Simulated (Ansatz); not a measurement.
# Field-gradient calculation of Li₂MgH₂N₂ (part 2 of 2)

Continued. System: Li₂MgH₂N₂ (Pbcn, 28 atoms in the cell). Method: DFT, PBE, plane-wave PAW, default files, scalar-relativistic, no spin polarisation (Ansatz 0.2.0); cutoff 420 eV, 4×2×4 k-mesh, Fermi–Dirac smearing of 0.02 eV. The structure derives from a Materials Project entry.

Output, continued:
```
--- PAW observables at the nuclei: V_zz in 10²¹ V/m², potentials from the cell's mean, atoms counted from 1 ---
  atom   1  Li V_zz =    -0.101642   η = 0.5063   by run symmetry: allowed   C_q = +0.0986 MHz
            electrostatic potential = -166.408972 V   contact ρ = 94.657186 e/Å³
  atom   2  Li V_zz =    -0.101642   η = 0.5063   by run symmetry: allowed   C_q = +0.0986 MHz
            electrostatic potential = -166.408972 V   contact ρ = 94.657186 e/Å³
  atom   3  Li V_zz =    -0.101642   η = 0.5063   by run symmetry: allowed   C_q = +0.0986 MHz
            electrostatic potential = -166.408972 V   contact ρ = 94.657186 e/Å³
  atom   4  Li V_zz =    -0.101642   η = 0.5063   by run symmetry: allowed   C_q = +0.0986 MHz
            electrostatic potential = -166.408972 V   contact ρ = 94.657186 e/Å³
  atom   5  Li V_zz =    +0.163818   η = 0.4519   by run symmetry: allowed   C_q = -0.1588 MHz
            electrostatic potential = -166.028902 V   contact ρ = 94.558270 e/Å³
  atom   6  Li V_zz =    +0.163818   η = 0.4519   by run symmetry: allowed   C_q = -0.1588 MHz
            electrostatic potential = -166.028902 V   contact ρ = 94.558270 e/Å³
  atom   7  Li V_zz =    +0.163818   η = 0.4519   by run symmetry: allowed   C_q = -0.1588 MHz
            electrostatic potential = -166.028902 V   contact ρ = 94.558270 e/Å³
  atom   8  Li V_zz =    +0.163818   η = 0.4519   by run symmetry: allowed   C_q = -0.1588 MHz
            electrostatic potential = -166.028902 V   contact ρ = 94.558270 e/Å³
  atom   9  Mg V_zz =    -1.229150   η = 0.7137   by run symmetry: allowed   C_q = -5.9263 MHz
            electrostatic potential = -1099.373260 V   contact ρ = 7798.244712 e/Å³
  atom  10  Mg V_zz =    -1.229150   η = 0.7137   by run symmetry: allowed   C_q = -5.9263 MHz
            electrostatic potential = -1099.373260 V   contact ρ = 7798.244712 e/Å³
  atom  11  Mg V_zz =    -1.229150   η = 0.7137   by run symmetry: allowed   C_q = -5.9263 MHz
            electrostatic potential = -1099.373260 V   contact ρ = 7798.244712 e/Å³
  atom  12  Mg V_zz =    -1.229150   η = 0.7137   by run symmetry: allowed   C_q = -5.9263 MHz
            electrostatic potential = -1099.373260 V   contact ρ = 7798.244712 e/Å³
  atom  13  H  V_zz =    +3.625098   η = 0.0330   by run symmetry: allowed   C_q = +0.2505 MHz
            electrostatic potential = -37.128871 V   contact ρ = 3.137104 e/Å³
  atom  14  H  V_zz =    +3.625098   η = 0.0330   by run symmetry: allowed   C_q = +0.2505 MHz
            electrostatic potential = -37.128871 V   contact ρ = 3.137104 e/Å³
  atom  15  H  V_zz =    +3.625098   η = 0.0330   by run symmetry: allowed   C_q = +0.2505 MHz
            electrostatic potential = -37.128871 V   contact ρ = 3.137104 e/Å³
  atom  16  H  V_zz =    +3.625098   η = 0.0330   by run symmetry: allowed   C_q = +0.2505 MHz
            electrostatic potential = -37.128871 V   contact ρ = 3.137104 e/Å³
  atom  17  H  V_zz =    +3.625098   η = 0.0330   by run symmetry: allowed   C_q = +0.2505 MHz
            electrostatic potential = -37.128871 V   contact ρ = 3.137104 e/Å³
  atom  18  H  V_zz =    +3.625098   η = 0.0330   by run symmetry: allowed   C_q = +0.2505 MHz
            electrostatic potential = -37.128871 V   contact ρ = 3.137104 e/Å³
  atom  19  H  V_zz =    +3.625098   η = 0.0330   by run symmetry: allowed   C_q = +0.2505 MHz
            electrostatic potential = -37.128871 V   contact ρ = 3.137104 e/Å³
  atom  20  H  V_zz =    +3.625098   η = 0.0330   by run symmetry: allowed   C_q = +0.2505 MHz
            electrostatic potential = -37.128871 V   contact ρ = 3.137104 e/Å³
  atom  21  N  V_zz =    +5.517398   η = 0.1740   by run symmetry: allowed   C_q = +2.7269 MHz
            electrostatic potential = -510.686313 V   contact ρ = 1413.216096 e/Å³
  atom  22  N  V_zz =    +5.517398   η = 0.1740   by run symmetry: allowed   C_q = +2.7269 MHz
            electrostatic potential = -510.686313 V   contact ρ = 1413.216096 e/Å³
  atom  23  N  V_zz =    +5.517398   η = 0.1740   by run symmetry: allowed   C_q = +2.7269 MHz
            electrostatic potential = -510.686313 V   contact ρ = 1413.216096 e/Å³
  atom  24  N  V_zz =    +5.517398   η = 0.1740   by run symmetry: allowed   C_q = +2.7269 MHz
            electrostatic potential = -510.686313 V   contact ρ = 1413.216096 e/Å³
  atom  25  N  V_zz =    +5.517398   η = 0.1740   by run symmetry: allowed   C_q = +2.7269 MHz
            electrostatic potential = -510.686313 V   contact ρ = 1413.216096 e/Å³
  atom  26  N  V_zz =    +5.517398   η = 0.1740   by run symmetry: allowed   C_q = +2.7269 MHz
            electrostatic potential = -510.686313 V   contact ρ = 1413.216096 e/Å³
  atom  27  N  V_zz =    +5.517398   η = 0.1740   by run symmetry: allowed   C_q = +2.7269 MHz
            electrostatic potential = -510.686313 V   contact ρ = 1413.216096 e/Å³
  atom  28  N  V_zz =    +5.517398   η = 0.1740   by run symmetry: allowed   C_q = +2.7269 MHz
            electrostatic potential = -510.686313 V   contact ρ = 1413.216096 e/Å³
--- Band table (eV; the first three rows and the last of 18) ---
  k-point 0: bands = ["-69.8277", "-69.8277", "-69.8275", "-69.8275", "-40.7955", "-40.7952", "-40.7635", "-40.7634", "-40.5084", "-40.5082", "-40.5060", "-40.5058", "-36.6051", "-36.6050", "-36.6041", "-36.6041", "-36.5991", "-36.5991", "-36.5972", "-36.5972", "-36.5584", "-36.5584", "-36.5567", "-36.5567", "-10.6527", "-10.2846", "-10.2664", "-10.0544", "-10.0150", "-9.9792", "-9.9736", "-9.8707", "-1.7905", "-1.3867", "-1.1279", "-0.9992", "-0.8105", "-0.8031", "-0.5923", "-0.4565", "0.6569", "0.8524", "1.7062", "1.8265", "1.8926", "1.9558", "2.0864", "2.3428", "2.3845", "2.3855", "2.4041", "2.4272", "2.6456", "2.9510", "3.1982", "3.4077", "5.7298", "7.0076", "7.0513", "7.1755", "7.1843", "8.3269", "9.0103", "9.1977", "10.5334", "10.5883", "10.6543", "11.5349", "11.5753", "12.1288", "12.2032", "12.3980", "12.7180", "13.4726", "13.6023", "13.6427", "13.7595", "13.8310", "13.8775", "13.9434", "13.9547", "14.0584", "14.1328", "14.2168"]
  k-point 1: bands = ["-69.8277", "-69.8277", "-69.8275", "-69.8275", "-40.7908", "-40.7906", "-40.7682", "-40.7680", "-40.5081", "-40.5080", "-40.5065", "-40.5062", "-36.6049", "-36.6049", "-36.6043", "-36.6043", "-36.5986", "-36.5986", "-36.5972", "-36.5972", "-36.5581", "-36.5581", "-36.5569", "-36.5569", "-10.5714", "-10.2445", "-10.2242", "-10.1497", "-10.0506", "-10.0178", "-9.9552", "-9.8815", "-1.6747", "-1.4061", "-1.1813", "-1.0415", "-0.9963", "-0.9907", "-0.5460", "-0.4457", "0.8940", "0.9930", "1.3676", "1.8102", "1.8442", "1.8883", "1.9770", "2.3368", "2.4426", "2.4977", "2.5276", "2.5577", "2.6610", "2.8398", "2.8492", "3.0846", "6.4827", "7.2366", "7.5262", "7.6701", "7.8522", "8.9245", "9.2574", "9.2935", "10.1105", "10.7256", "10.7274", "11.6406", "11.7568", "11.8560", "12.2505", "12.6243", "12.7130", "12.8863", "12.9383", "13.3108", "13.3226", "13.4845", "13.6072", "13.8178", "13.8302", "13.8743", "14.1839", "14.2005"]
  k-point 2: bands = ["-69.8276", "-69.8276", "-69.8276", "-69.8276", "-40.7795", "-40.7795", "-40.7793", "-40.7793", "-40.5074", "-40.5074", "-40.5072", "-40.5072", "-36.6046", "-36.6046", "-36.6046", "-36.6046", "-36.5977", "-36.5977", "-36.5977", "-36.5977", "-36.5575", "-36.5575", "-36.5575", "-36.5575", "-10.3671", "-10.3671", "-10.1599", "-10.1599", "-10.1047", "-10.1047", "-9.9150", "-9.9150", "-1.3679", "-1.3679", "-1.3578", "-1.3578", "-1.0787", "-1.0787", "-0.4663", "-0.4663", "1.0884", "1.0884", "1.4079", "1.4079", "1.8517", "1.8517", "2.2081", "2.2081", "2.2792", "2.2792", "2.6323", "2.6323", "2.7350", "2.7350", "2.8633", "2.8633", "7.3194", "7.3194", "8.3986", "8.3986", "8.6446", "8.6446", "9.8560", "9.8560", "10.6954", "10.6954", "11.0877", "11.0877", "11.4675", "11.4675", "11.7867", "11.7867", "12.0346", "12.0346", "12.8513", "12.8513", "13.2279", "13.2279", "13.7230", "13.7230", "13.8289", "13.8289", "13.9446", "13.9446"]
  k-point 17: bands = ["-69.8276", "-69.8276", "-69.8276", "-69.8276", "-40.7794", "-40.7794", "-40.7794", "-40.7794", "-40.5077", "-40.5077", "-40.5077", "-40.5077", "-36.6046", "-36.6046", "-36.6046", "-36.6046", "-36.5976", "-36.5976", "-36.5976", "-36.5976", "-36.5570", "-36.5570", "-36.5570", "-36.5570", "-10.1993", "-10.1993", "-10.1993", "-10.1993", "-10.0639", "-10.0639", "-10.0639", "-10.0639", "-1.5597", "-1.5597", "-1.5597", "-1.5597", "-0.9261", "-0.9261", "-0.9261", "-0.9261", "1.1939", "1.1939", "1.1939", "1.1939", "2.0522", "2.0522", "2.0522", "2.0522", "2.8418", "2.8418", "2.8418", "2.8418", "2.9226", "2.9226", "2.9226", "2.9226", "8.1720", "8.1720", "8.1720", "8.1720", "9.9649", "9.9649", "9.9649", "9.9649", "10.5796", "10.5796", "10.5796", "10.5796", "11.2996", "11.2996", "11.2996", "11.2996", "12.1142", "12.1142", "12.1142", "12.1142", "12.9046", "12.9046", "12.9046", "12.9046", "13.3795", "13.3795", "13.3795", "13.3795"]
--- Löwdin populations: 28 sites ---
  site symbol       q [e]
     0     Li      2.3350
     1     Li      2.3350
     2     Li      2.3350
     3     Li      2.3350
     4     Li      2.3136
     5     Li      2.3136
     6     Li      2.3136
     7     Li      2.3136
     8     Mg      8.5041
     9     Mg      8.5041
    10     Mg      8.5041
    11     Mg      8.5041
    12      H      0.7899
    13      H      0.7899
    14      H      0.7899
    15      H      0.7899
    16      H      0.7899
    17      H      0.7899
    18      H      0.7899
    19      H      0.7899
    20      N      6.4584
    21      N      6.4584
    22      N      6.4584
    23      N      6.4584
    24      N      6.4584
    25      N      6.4584
    26      N      6.4584
    27      N      6.4584
  spilling = 0.012514 (of n_electrons = 112.000000)
```

File populations.tsv:
```
# site	symbol	l	j	q
# orbitals = lowdin
# n_electrons = 112.000000
# spilling = 0.012514
0	Li	0_1S	-	1.954338
0	Li	0_2S	-	0.380712
1	Li	0_1S	-	1.954338
1	Li	0_2S	-	0.380712
2	Li	0_1S	-	1.954338
2	Li	0_2S	-	0.380712
3	Li	0_1S	-	1.954338
3	Li	0_2S	-	0.380712
4	Li	0_1S	-	1.954237
4	Li	0_2S	-	0.359400
5	Li	0_1S	-	1.954237
5	Li	0_2S	-	0.359400
6	Li	0_1S	-	1.954237
6	Li	0_2S	-	0.359400
7	Li	0_1S	-	1.954237
7	Li	0_2S	-	0.359400
8	Mg	0_2S	-	1.989329
8	Mg	0_3S	-	0.515320
8	Mg	1_2P	-	5.999495
9	Mg	0_2S	-	1.989329
9	Mg	0_3S	-	0.515320
9	Mg	1_2P	-	5.999495
10	Mg	0_2S	-	1.989329
10	Mg	0_3S	-	0.515320
10	Mg	1_2P	-	5.999495
11	Mg	0_2S	-	1.989329
11	Mg	0_3S	-	0.515320
11	Mg	1_2P	-	5.999495
12	H	0_1S	-	0.789947
13	H	0_1S	-	0.789947
14	H	0_1S	-	0.789947
15	H	0_1S	-	0.789947
16	H	0_1S	-	0.789947
17	H	0_1S	-	0.789947
18	H	0_1S	-	0.789947
19	H	0_1S	-	0.789947
20	N	0_2S	-	1.590231
20	N	1_2P	-	4.868207
21	N	0_2S	-	1.590231
21	N	1_2P	-	4.868207
22	N	0_2S	-	1.590231
22	N	1_2P	-	4.868207
23	N	0_2S	-	1.590231
23	N	1_2P	-	4.868207
24	N	0_2S	-	1.590231
24	N	1_2P	-	4.868207
25	N	0_2S	-	1.590231
25	N	1_2P	-	4.868207
26	N	0_2S	-	1.590231
26	N	1_2P	-	4.868207
27	N	0_2S	-	1.590231
27	N	1_2P	-	4.868207
```

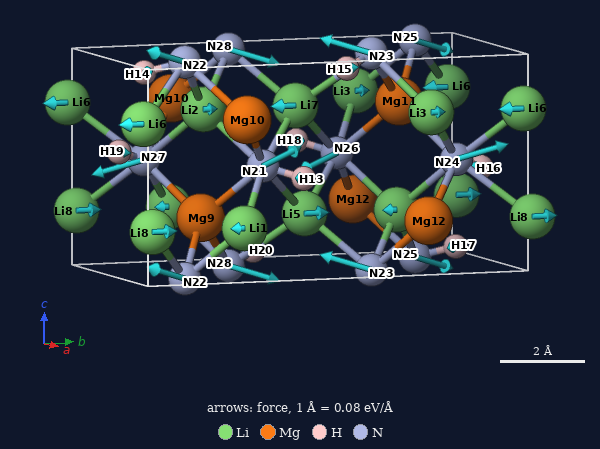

Fig. 1: Forces on the atoms as teal arrows (ball-and-stick view of the cell of the calculation, seen slightly off an axis; atoms are numbered from 1 in the order of the input). The largest act on all 8 N atoms (0.11 eV/Å); Li5, Li6, Li7, Li8 (0.05 eV/Å). The geometry is not a stationary point of this energy.

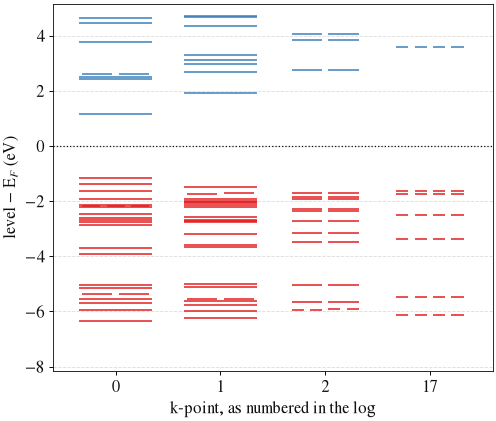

Fig. 2: Kohn–Sham levels near the Fermi level (dotted) at the few k-points that the log prints; levels within 0.02 eV of each other stand side by side. Among these points the highest filled and lowest empty levels are 2.32 eV apart, which is the gap on the mesh.
